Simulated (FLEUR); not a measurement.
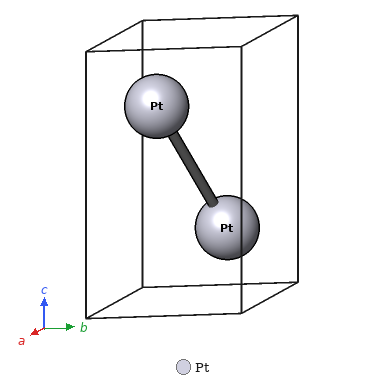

System: Pt, space group P6_3/mmc (No. 194). The picture shows the conventional cell.

The given structure:
```xyz
2
Lattice="2.7607 0.0000 0.0000 -1.3803 2.3908 0.0000 0.0000 0.0000 4.7921" Properties=species:S:1:pos:R:3 pbc="T T T"
Pt    0.0000    1.5939    1.1980
Pt    1.3803    0.7969    3.5941
```

Method: all-electron LAPW DFT, no spin polarisation; energies at scaled volumes of the given cell, shape and fractions fixed, counted from the fit's minimum, third-order Birch-Murnaghan fit (FLEUR MaX-R8.1 (later development tree)). Level: SCAN.

- k mesh: 11×11×6
- occupations: Fermi–Dirac
- smearing width: 0.05 eV
- potentials: all electron
- program settings: basis FLAPW, kmax 4.19 1/bohr

Predict the energy against volume. The volume takes the values 14.87, 15.18, 15.81, 16.45, 16.76 Å³/atom.

A third-order Birch–Murnaghan fit gives V0 = 15.07 Å³/atom, B0 = 287 GPa and B′ = 5.5. The energy is 3 meV/atom at volume 14.87 Å³/atom and 134 meV/atom at 16.76 Å³/atom; the lowest computed point is at volume 15.18 Å³/atom (1 meV/atom), and no other minimum shows.

| volume (Å³/atom) | energy (meV/atom) |
| --- | --- |
| 14.87 | 3 |
| 15.18 | 1 |
| 15.81 | 29 |
| 16.45 | 93 |
| 16.76 | 134 |

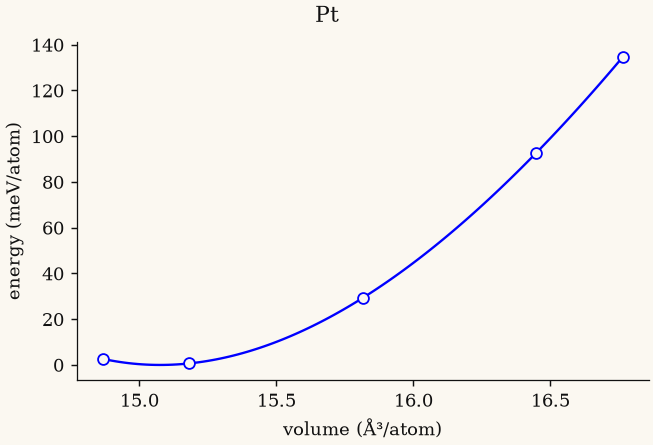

Limits of the calculation: spin-orbit coupling left out, heavy elements; shape and atomic fractions are frozen while scaling, which makes layered, chain and framework solids too stiff.
